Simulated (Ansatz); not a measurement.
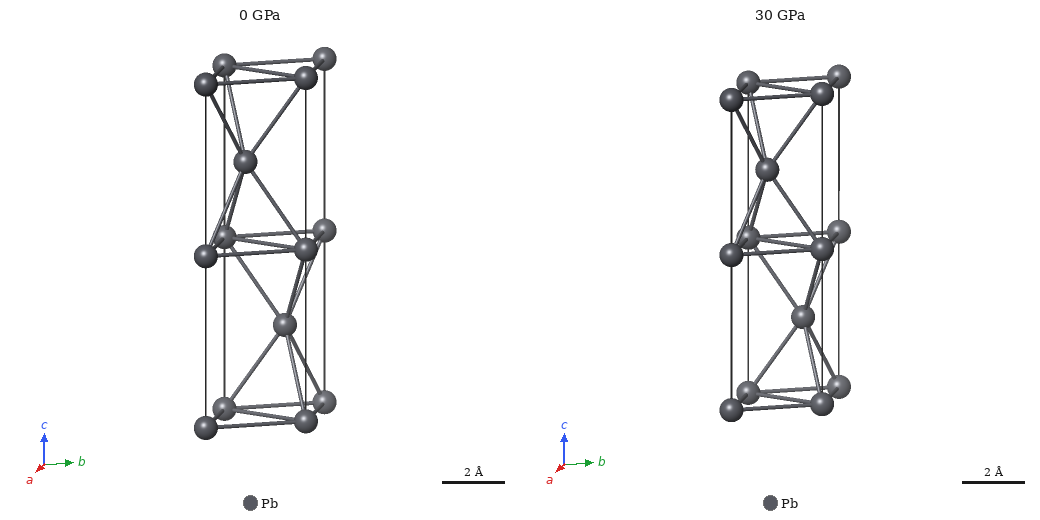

Pb, double hexagonal close-packed (α-La type), space group P6₃/mmc (No. 194), relaxed (cell and atoms) under a series of hydrostatic pressures; the conventional cell is drawn at the lowest and the highest, to one scale (sticks follow a distance rule). The start was a structure listed in the Materials Project. This isn't the form of Pb at room conditions, which is fcc.

Alike in all runs: Ansatz 0.2.0; functional PBEsol; potentials Ansatz PAW; cutoff 420 eV; k mesh 9 × 9 × 3 on the run's cell of 4 atoms; occupations fermi-dirac, width 0.05 eV; no spin polarisation; no spin-orbit coupling.

| pressure (GPa) | volume (Å³/atom) | a (Å) | c (Å) |
| --- | --- | --- | --- |
| 0.0 | 29.893 | 3.478 | 11.416 |
| 2.0 | ? | ? | ? |
| 5.0 | 27.484 | 3.382 | 11.096 |
| 10.0 | 25.852 | 3.315 | 10.863 |
| 20.0 | 23.661 | 3.220 | 10.542 |
| 30.0 | 22.164 | 3.151 | 10.314 |

**What equation of state do the given rows imply, and what volume does it predict for the missing row?**

The fit gives V0 = 29.88 Å³/atom, B0 = 49 GPa and B0′ = 4.8, which puts the volume at 2.0 GPa at 28.78 Å³/atom. The run gave volume 28.785 Å³/atom; a 3.434 Å; c 11.274 Å.

**Which axis yields most up to 30 GPa?**

The axes shrink nearly alike: a −9.4 %, c −9.7 %, against −25.9 % in volume.

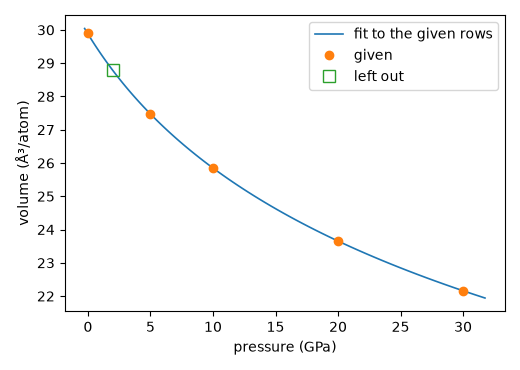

Volume against pressure, with the fit. The structure was kept in its own symmetry, so a change to another phase within this range wouldn't be seen.

Caveat: the plane-wave basis is chosen anew once the cell has moved, so the energies of steps on either side of that aren't comparable; spin-orbit coupling is left out, which matters for Pb, in volumes and forces too.
